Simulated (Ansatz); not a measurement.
Run report: PbS, geometry relaxation (part 1 of 2)

System: PbS (2 atoms in the cell).
Method: DFT PBE, scalar-relativistic, plane waves, PAW, no spin polarisation (Ansatz 0.2.0).

The structure was built on a prototype by a generator; it need not be a known phase. Figures and captions count atoms from 1; the log counts them from 0 in places.

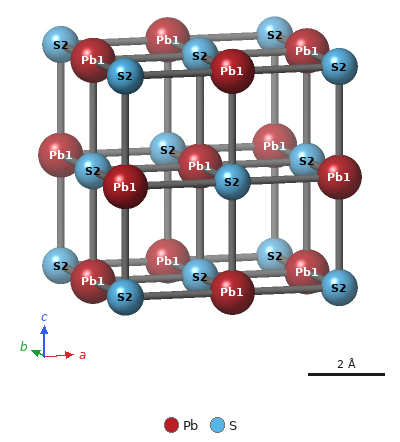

*The input geometry (ball-and-stick view of the cell 4 times as large as that of the calculation, set on its symmetry axes, seen slightly off an axis; atoms are numbered from 1 in the order of the input).*

## Results in brief

```json
{"quantity": "outcome", "value": "converged"}
{"quantity": "space group (tolerance 0.01 Å)", "value": "Fm-3m (225)"}
{"quantity": "electrons treated", "value": "20"}
{"quantity": "free energy", "value": "−12809.5711 eV"}
{"quantity": "Fermi energy", "value": "8.060 eV"}
{"quantity": "gap on the k-point mesh", "value": "0.49 eV"}
{"quantity": "pressure", "value": "0.00 GPa"}
{"quantity": "final volume", "value": "54.24 Å³"}
{"quantity": "largest force (length of the vector) at the end", "value": "under 0.001 eV/Å"}
{"quantity": "final cell", "value": "a = 4.249 Å, b = 4.249 Å, c = 4.249 Å, α = 60.00°, β = 60.00°, γ = 60.00°"}
{"quantity": "hardware", "value": "2 threads of Intel Xeon (Granite Rapids), 96 GiB of memory available, shared host"}
{"quantity": "wall time", "value": "4.7 s (CPU time 8.3 s)"}
{"quantity": "peak memory", "value": "0.42 GiB"}
```

Spin–orbit coupling is left out, which matters for Pb.

## Input file
```yaml
crystal:
  lattice:
    - [0.0, 2.9650006778, 2.9650006778]
    - [2.9650006778, 0.0, 2.9650006778]
    - [2.9650006778, 2.9650006778, 0.0]
  atoms:
    - { symbol: Pb, position: [0.5, 0.5, 0.5] }
    - { symbol: S, position: [0.0, 0.0, 0.0] }
basis:
  ecutwfc: 420
kpoints:
  mp_grid: { grid: [10, 10, 10] }
hamiltonian:
  xc: pbe
scf:
  occupations: { method: gaussian, width: 0.02 }
output:
  forces: true
  stress: true
  eigenvalues: true
relax:
  adjacent_minimum: "off"
  f_tol: 0.005
  max_steps: 80
  cell: { stress_tol: 0.05 }
```

Launch command:
```bash
ansatz run input.yaml --threads 2 --pin off --max-ram 4096MiB --backend cpu --events-out ev --progress --plain --runs-dir out
```

## What the program printed
```
Engine: ansatz 0.2.0, x86_64-unknown-linux-gnu
Pseudopotentials: kind: paw
Pseudopotential: Pb, paw, valence charge 14, recommended cutoff 420 eV (normal), Pb.paw.azcp
Pseudopotential: S, paw, valence charge 6, recommended cutoff 420 eV (normal), S.paw.azcp
Functional definition: PBE
  parameter kappa = 0.804
  parameter beta = 0.06672455060314922
  exchange = pbe_x(kappa = kappa, mu = beta*pi^2/3)
  correlation = pbe_c(beta = beta)
Crystal: 2 atoms, lattice volume = 52.132 Å³
Basis set: ecut = 420 eV, 965 PW (Γ), exchange–correlation on 60×60×60 points (8 copies of the dense FFT grid, shifted against one another)
Bands: 14, of which v1, the nominal top of the filled ones, is band 10 counted from 1 (9 counted from 0)
Symmetry: 48 space group operations
Space group: Fm-3m (ITA 225), of the structure as read, at distance tolerance 3.7e-5 Å
k-points: 47 of 1000
Non-local potential: Pb, projectors of the file, l = 0: 2, l = 1: 2, l = 2: 2, l = 3: 2
Non-local potential: S, projectors of the file, l = 0: 2, l = 1: 2, l = 2: 2
PAW form: soft (Blöchl's): semilocal exchange-correlation on the pseudo side does not see the compensation charge
PAW one-centre angular grid: Pb, 590 points (default); XC on 64 Gauss nodes
PAW one-centre angular grid: S, 110 points (default); XC on 64 Gauss nodes
Initial density: superposition of atomic densities (neutral atoms: chi_scale 0, normalization atom), corrected by the library's trained network
Initial wavefunctions: pseudopotential atomic-orbital guess
Functional: x = pbe(κ = 0.804, μ = 0.2195149727645171), c = pbe(β = 0.06672455060314922)
SCF iter   1: F=—  HF=-12809.557894 eV  |F-HF|=—  |Δ(HF+E_count)|=         —  Δρ=9.46e-4  dr2=7.22e-4  ethr=1.77e-3  ⟨swp⟩=6.6  Hψ=4042  notcnv=0
preconditioner: auto → none  [insulator: Δε(μ)=0.361 eV  Ē_g=15.461 eV  σ=0.020 eV  W_gap=1.00  n_scr=14 (ndim 8)  ℏωp=23.0 eV  f_vac=0.000  D(μ)=0.00/eV (n_scr^D=0)  ε∞_Penn≈3.2]
SCF iter   2: F=—  HF=-12809.556630 eV  |F-HF|=—  |Δ(HF+E_count)|=   1.26e-3  Δρ=5.01e-4  dr2=1.49e-4  ethr=3.61e-6  ⟨swp⟩=2.1  Hψ=1581  notcnv=0
SCF iter   3: F=—  HF=-12809.556628 eV  |F-HF|=—  |Δ(HF+E_count)|=   2.34e-6  Δρ=1.76e-4  dr2=1.79e-5  ethr=7.44e-7  ⟨swp⟩=2.3  Hψ=1105  notcnv=0
SCF iter   4: F=—  HF=-12809.556639 eV  |F-HF|=—  |Δ(HF+E_count)|=   1.10e-5  Δρ=4.66e-5  dr2=1.04e-6  ethr=8.93e-8  ⟨swp⟩=2.1  Hψ=854  notcnv=0
iter 5 did not close the SCF: its close was put off for the readings that it lacked (scf_convergence_deferred on its scf_iter line)
SCF iter   5: F=-12809.556639 eV  HF=-12809.556639 eV  |F-HF|=4.11e-9  |Δ(HF+E_count)|=   1.61e-8  Δρ=5.29e-6  dr2=1.22e-8  ethr=5.18e-9  ⟨swp⟩=2.0  Hψ=1127  notcnv=0
SCF iter   6: F=-12809.556639 eV  HF=-12809.556639 eV  |F-HF|=1.36e-10  |Δ(HF+E_count)|=   2.03e-9  Δρ=6.33e-7  dr2=1.88e-10  ethr=6.10e-11  ⟨swp⟩=2.2  Hψ=2347  notcnv=0
SCF 1 converged in 6 iterations: F = -12809.556639 eV  dr2 = 1.88e-10
  greatest PAW one-centre occupation: 0.982 electrons in one spin orbital (limit 2), on the Pb atom at site 0 (counted from 0), in its partial waves of l = 2
relax step   1: F+E_penalty+E_count = -12809.55663902 eV  Δ(F+E_penalty+E_count) = +0.000e0 eV  max|allowed force component| = 3.737e-28 eV/Å  Δτ_max = 0.0000 Å  P = +2.284 GPa  Ω = 52.132 Å³  (6 SCF iters, dr2 threshold 1.00e-7 eV, accepted)
Crystal: 2 atoms, lattice volume = 55.467 Å³
Basis set: ecut = 420 eV, 1067 PW (Γ), exchange–correlation on 60×60×60 points (8 copies of the dense FFT grid, shifted against one another)
Initial density: handed on by an earlier stage of this run
Initial wavefunctions: those handed on with the density
iter 1 solved again at ethr=7.58e-6 eV; its pass at ethr=3.10e-3 eV (dr2=1.52e-3 eV) is discarded
SCF iter   1: F=—  HF=-12809.566181 eV  |F-HF|=—  |Δ(HF+E_count)|=         —  Δρ=1.22e-3  dr2=1.25e-3  ethr=7.58e-6  ⟨swp⟩=2.9  Hψ=5386  notcnv=0
preconditioner: auto → none  [insulator: Δε(μ)=0.567 eV  Ē_g=15.264 eV  σ=0.020 eV  W_gap=1.00  n_scr=14 (ndim 8)  ℏωp=22.3 eV  f_vac=0.007  D(μ)=0.00/eV (n_scr^D=0)  ε∞_Penn≈3.1]
SCF iter   2: F=—  HF=-12809.566322 eV  |F-HF|=—  |Δ(HF+E_count)|=   1.40e-4  Δρ=6.36e-4  dr2=2.81e-4  ethr=6.27e-6  ⟨swp⟩=2.6  Hψ=887  notcnv=0
SCF iter   3: F=—  HF=-12809.566447 eV  |F-HF|=—  |Δ(HF+E_count)|=   1.25e-4  Δρ=1.25e-4  dr2=7.51e-6  ethr=1.40e-6  ⟨swp⟩=2.0  Hψ=951  notcnv=0
SCF iter   4: F=—  HF=-12809.566437 eV  |F-HF|=—  |Δ(HF+E_count)|=   9.73e-6  Δρ=2.61e-5  dr2=4.46e-7  ethr=3.76e-8  ⟨swp⟩=2.0  Hψ=1104  notcnv=0
iter 5 did not close the SCF: its close was put off for the readings that it lacked (scf_convergence_deferred on its scf_iter line)
SCF iter   5: F=-12809.566437 eV  HF=-12809.566437 eV  |F-HF|=4.93e-9  |Δ(HF+E_count)|=   3.20e-7  Δρ=3.10e-6  dr2=3.53e-9  ethr=2.23e-9  ⟨swp⟩=2.0  Hψ=876  notcnv=0
SCF iter   6: F=-12809.566437 eV  HF=-12809.566437 eV  |F-HF|=2.58e-10  |Δ(HF+E_count)|=   6.29e-9  Δρ=6.12e-7  dr2=1.20e-10  ethr=1.77e-11  ⟨swp⟩=1.6  Hψ=2122  notcnv=0
SCF 2 converged in 6 iterations: F = -12809.566437 eV  dr2 = 1.20e-10
relax step   2: F+E_penalty+E_count = -12809.56643746 eV  Δ(F+E_penalty+E_count) = -9.798e-3 eV  max|allowed force component| = 3.392e-28 eV/Å  Δτ_max = 0.0000 Å  P = -1.125 GPa  Ω = 55.467 Å³  energy of the carried Pulay correction = -3.262e-4 eV  (6 SCF iters, dr2 threshold 2.00e-7 eV, accepted)
Crystal: 2 atoms, lattice volume = 54.321 Å³
iter 1 solved again at ethr=1.15e-6 eV; its pass at ethr=3.10e-3 eV (dr2=2.29e-4 eV) is discarded
SCF iter   1: F=—  HF=-12809.570906 eV  |F-HF|=—  |Δ(HF+E_count)|=         —  Δρ=4.05e-4  dr2=1.35e-4  ethr=1.15e-6  ⟨swp⟩=3.0  Hψ=4825  notcnv=0
preconditioner: auto → none  [insulator: Δε(μ)=0.496 eV  Ē_g=15.337 eV  σ=0.020 eV  W_gap=1.00  n_scr=14 (ndim 8)  ℏωp=22.5 eV  f_vac=0.000  D(μ)=0.00/eV (n_scr^D=0)  ε∞_Penn≈3.2]
SCF iter   2: F=—  HF=-12809.570907 eV  |F-HF|=—  |Δ(HF+E_count)|=   8.77e-7  Δρ=2.11e-4  dr2=2.92e-5  ethr=6.77e-7  ⟨swp⟩=2.0  Hψ=875  notcnv=0
SCF iter   3: F=—  HF=-12809.570918 eV  |F-HF|=—  |Δ(HF+E_count)|=   1.07e-5  Δρ=3.48e-5  dr2=6.34e-7  ethr=1.46e-7  ⟨swp⟩=2.3  Hψ=907  notcnv=0
iter 4 did not close the SCF: its close was put off for the readings that it lacked (scf_convergence_deferred on its scf_iter line)
SCF iter   4: F=-12809.570918 eV  HF=-12809.570918 eV  |F-HF|=1.57e-8  |Δ(HF+E_count)|=   2.48e-7  Δρ=8.70e-6  dr2=4.12e-8  ethr=3.17e-9  ⟨swp⟩=2.0  Hψ=1108  notcnv=0
iter 5 did not close the SCF: its close was put off for the readings that it lacked (scf_convergence_deferred on its scf_iter line)
SCF iter   5: F=-12809.570918 eV  HF=-12809.570918 eV  |F-HF|=2.13e-10  |Δ(HF+E_count)|=   2.89e-8  Δρ=6.99e-7  dr2=1.40e-10  ethr=2.06e-10  ⟨swp⟩=2.0  Hψ=878  notcnv=0
SCF iter   6: F=-12809.570918 eV  HF=-12809.570918 eV  |F-HF|=1.09e-11  |Δ(HF+E_count)|=  3.00e-10  Δρ=1.55e-7  dr2=7.07e-12  ethr=1.00e-12  ⟨swp⟩=1.0  Hψ=2010  notcnv=0
SCF 3 converged in 6 iterations: F = -12809.570918 eV  dr2 = 7.07e-12
relax step   3: F+E_penalty+E_count = -12809.57091817 eV  Δ(F+E_penalty+E_count) = -4.481e-3 eV  max|allowed force component| = 2.769e-29 eV/Å  Δτ_max = 0.0000 Å  P = -0.077 GPa  Ω = 54.321 Å³  energy of the carried Pulay correction = -2.163e-4 eV  (6 SCF iters, dr2 threshold 2.00e-7 eV, accepted)
Crystal: 2 atoms, lattice volume = 54.244 Å³
iter 1 solved again at ethr=1.31e-8 eV; its pass at ethr=3.10e-3 eV (dr2=2.62e-6 eV) is discarded
SCF iter   1: F=—  HF=-12809.570949 eV  |F-HF|=—  |Δ(HF+E_count)|=         —  Δρ=2.77e-5  dr2=6.24e-7  ethr=1.31e-8  ⟨swp⟩=2.7  Hψ=4513  notcnv=0
preconditioner: auto → none  [insulator: Δε(μ)=0.493 eV  Ē_g=15.338 eV  σ=0.020 eV  W_gap=1.00  n_scr=14 (ndim 8)  ℏωp=22.5 eV  f_vac=0.001  D(μ)=0.00/eV (n_scr^D=0)  ε∞_Penn≈3.2]
SCF iter   2: F=—  HF=-12809.570945 eV  |F-HF|=—  |Δ(HF+E_count)|=   4.44e-6  Δρ=1.43e-5  dr2=1.39e-7  ethr=3.12e-9  ⟨swp⟩=1.7  Hψ=789  notcnv=0
iter 3 did not close the SCF: its close was put off for the readings that it lacked (scf_convergence_deferred on its scf_iter line)
SCF iter   3: F=-12809.570945 eV  HF=-12809.570945 eV  |F-HF|=2.00e-11  |Δ(HF+E_count)|=   5.20e-8  Δρ=2.45e-6  dr2=2.61e-9  ethr=6.97e-10  ⟨swp⟩=2.1  Hψ=860  notcnv=0
iter 4 did not close the SCF: its close was put off for the readings that it lacked (scf_convergence_deferred on its scf_iter line)
SCF iter   4: F=-12809.570945 eV  HF=-12809.570945 eV  |F-HF|=7.28e-11  |Δ(HF+E_count)|=  4.44e-10  Δρ=5.63e-7  dr2=1.89e-10  ethr=1.31e-11  ⟨swp⟩=2.0  Hψ=1102  notcnv=0
iter 5 did not close the SCF: its close was put off for the readings that it lacked (scf_convergence_deferred on its scf_iter line)
SCF iter   5: F=-12809.570945 eV  HF=-12809.570945 eV  |F-HF|=7.28e-12  |Δ(HF+E_count)|=  1.35e-10  Δρ=6.13e-8  dr2=1.91e-12  ethr=1.00e-12  ⟨swp⟩=2.5  Hψ=1019  notcnv=0
SCF iter   6: F=-12809.570945 eV  HF=-12809.570945 eV  |F-HF|=1.09e-11  |Δ(HF+E_count)|=    0.00e0  Δρ=8.99e-9  dr2=3.43e-14  ethr=1.00e-12  ⟨swp⟩=1.0  Hψ=1504  notcnv=0
SCF 4 converged in 6 iterations: F = -12809.570945 eV  dr2 = 3.43e-14
relax step   4: F+E_penalty+E_count = -12809.57094479 eV  Δ(F+E_penalty+E_count) = -2.662e-5 eV  max|allowed force component| = 5.913e-29 eV/Å  Δτ_max = 0.0000 Å  P = -0.003 GPa  Ω = 54.244 Å³  energy of the carried Pulay correction = -2.089e-4 eV  (6 SCF iters, dr2 threshold 1.49e-8 eV, accepted)
Initial wavefunctions: pseudopotential atomic-orbital guess (no wavefunctions were taken with the density)
iter 1 solved again at ethr=3.87e-7 eV; its pass at ethr=3.10e-3 eV (dr2=7.74e-5 eV) is discarded
```
